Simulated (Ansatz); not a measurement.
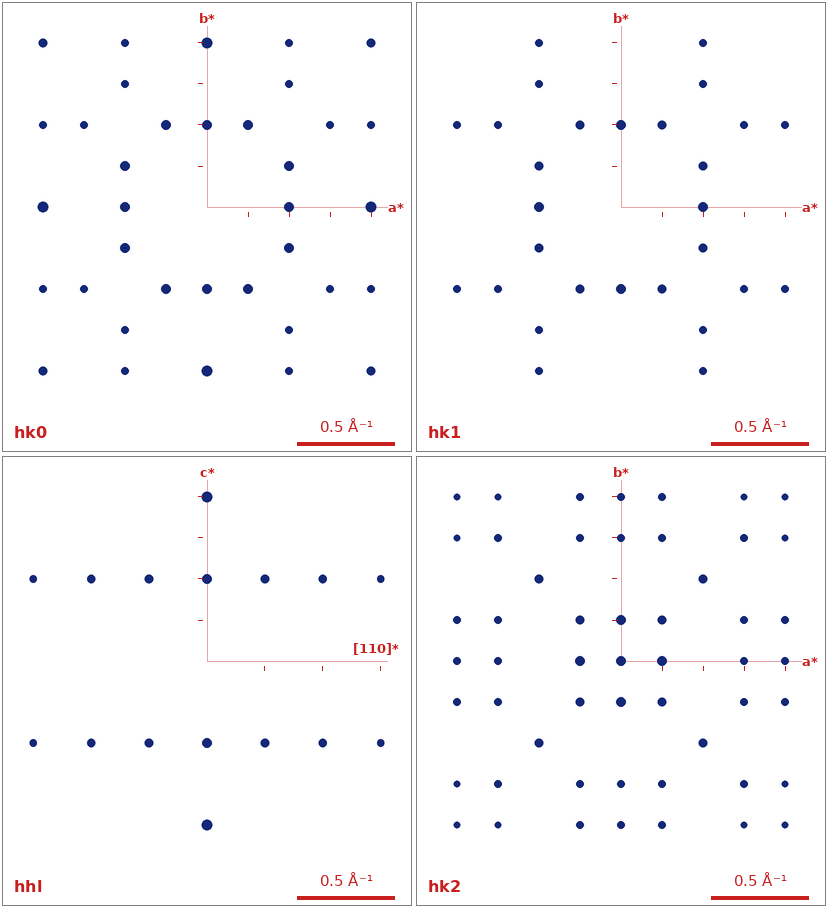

Simulated precession-type sections (X-rays; kinematic intensities, B = 0.5 Å²). The ticks mark integer indices of the conventional cell.

The compound is Cu. Structure: the geometry relaxed with DFT, BLYP, plane waves (420 eV) with PAW, scalar-relativistic in Ansatz 0.2.0; the starting structure was generated, so it need not be a known form of this composition.

### What cell do the layers give?

a* = 0.212, b* = 0.212, c* = 0.212 Å⁻¹; the cell is cubic with a = 4.71 Å.

### Which reflection conditions do the layers show?

Reflections are present only under these conditions. hkl: no condition; hk0: no condition; hhl: l = 2n; h00: h = 2n. The lattice is primitive (P). Further gaps, such as 0 4 1, 4 0 1, 1 4 0, come from atoms on special positions, not from the group's general conditions. A few very weak reflections are below the display threshold.

### Which space groups fit?

The intensities have Laue symmetry m-3m (the hk0 layer shows 4mm, hk1 shows 4mm). With these conditions the candidates are P-43n (No. 218), Pm-3n (No. 223). Diffraction geometry alone does not choose among them; the structure has Pm-3n.
